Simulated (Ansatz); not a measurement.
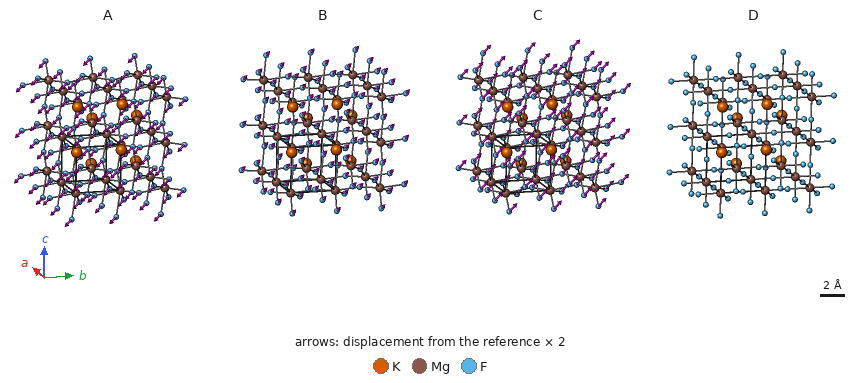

Energy scan for crystalline KMgF₃ (Pm-3m), in which the whole F sublattice is shifted rigidly, towards the nearest copy of atom 1 (K) at 2.818 Å, all else fixed. Style: ball-and-stick. Shown: the cell of the calculation, repeated 2 × 2 × 2 with one cell outlined, along the a axis, with a slight tilt. Purple arrows: displacements from the reference.

These are results of DFT PBE, scalar-relativistic, plane waves, PAW (Ansatz 0.2.0), not measurements. (plane-wave cutoff 420 eV; k-point mesh 6 × 6 × 6; occupations gaussian; smearing width 0.05 eV; no spin polarisation). Energies (free energies at the smearing named) are counted from the cell as listed in its source, which wasn't relaxed.

Q: Order these geometries by energy, lowest first.

A: Lowest first: D (the displacement 0.00 Å, 0 meV/cell), B (the displacement −0.25 Å, 310 meV/cell), A (the displacement 0.4375 Å, 1044 meV/cell), C (the displacement −0.50 Å, 1416 meV/cell). Over the whole scan: the lowest computed point lies at the displacement 0.00 Å (0 meV/cell). The curvature at zero is about 9.5 eV/Å² per cell. The well is symmetric. At the highest point the shortest interatomic distance is 1.68 Å, against 1.99 Å in the reference. The distortion takes the space group from Pm-3m to Amm2.
